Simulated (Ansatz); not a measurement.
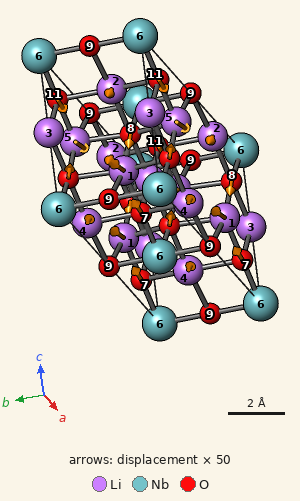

This is a relaxation of solid Li$_{5}$NbO$_{5}$ (set up in C2/m). The starting structure is drawn; orange arrows show the displacements (the part carried along by the change of the cell is left out), magnified 50 times.

The picture is a ball-and-stick view of the conventional cell (2 times the calculation's cell), seen from a free direction. Lengths and directions refer to the drawn axes.

Case: volume × 0.94, shape and atoms relaxed.

All numbers below come from DFT r2SCAN, scalar-relativistic, plane waves, PAW (Ansatz).

Input file:
```yaml
crystal:
  lattice:
    - [4.7202840014, -1.9726786257, 0.0012004355]
    - [4.7202840014, 1.9726786257, 0.0012004355]
    - [-1.8225484362, 0.0, 5.3632595347]
  atoms:
    - { symbol: Li, position: [0.7101568019, 0.7101568019, 0.3439959321] }
    - { symbol: Li, position: [0.689820392, 0.689820392, 0.8590956673] }
    - { symbol: Li, position: [0.0, 0.0, 0.5] }
    - { symbol: Li, position: [0.310179608, 0.310179608, 0.1409043327] }
    - { symbol: Li, position: [0.2898431981, 0.2898431981, 0.6560040679] }
    - { symbol: Nb, position: [0.0, 0.0, 0.0] }
    - { symbol: O, position: [0.8521837735, 0.8521837735, 0.1743958248] }
    - { symbol: O, position: [0.8414281054, 0.8414281054, 0.6792898318] }
    - { symbol: O, position: [0.5, 0.5, 0.0] }
    - { symbol: O, position: [0.1585718946, 0.1585718946, 0.3207101682] }
    - { symbol: O, position: [0.1478162265, 0.1478162265, 0.8256041752] }
basis:
  ecutwfc: 500
kpoints:
  mp_grid: { grid: [6, 6, 4] }
hamiltonian:
  xc: r2scan
scf:
  occupations: { method: gaussian, width: 0.02 }
output:
  forces: true
  stress: true
  eigenvalues: true
relax:
  adjacent_minimum: "off"
  f_tol: 0.01
  max_steps: 30
  cell: { stress_tol: 0.1, fix: [volume] }
```

Run as
```bash
ansatz run input.yaml --threads 2 --pin off --max-ram 5120MiB --backend cpu --events-out ev --progress --plain --runs-dir out
```

Question: Atoms of which element are displaced furthest, and by how much?

Answer: Lithium: up to 0.024 Å, against 0.017 Å for oxygen.

Question: Describe the change and its energy.

Answer: The largest moves relative to the cell, 0.024 Å, are those of Li1 and Li5. Li5 goes along [3 0 1]. By element the largest moves are Li 0.024 Å, O 0.017 Å. Nb stays in place. The drawn cell changes at constant volume: a 9.441 → 9.399 Å (−0.4 %), b 3.945 → 3.964 Å (+0.5 %), c 5.664 → 5.662 Å (0.0 %). Some distances before and after: Li1–O9 2.291 → 2.268 Å, Li2–O9 2.184 → 2.172 Å, Nb6–O10 1.947 → 1.959 Å, Li3–O10 2.062 → 2.052 Å. The space group stays C2/m (No. 12). Over 4 accepted moves (5 points after the start) the energy falls by 15.4 meV per cell of the calculation. The largest force component goes from 0.4 to 0.0044 eV/Å. The pressure goes from 8.93 to 7.32 GPa. The SCF was repeated once at an unchanged geometry on a basis and grid sized afresh for the cell, which shifted the energy by less than 0.05 meV per cell of the calculation at most. The run took 64 s on 2 threads of Intel(R) Xeon(R) Platinum 8175M CPU @ 2.50GHz (Skylake/Cascade Lake), with other jobs on the host, peak memory 0.89 GiB.
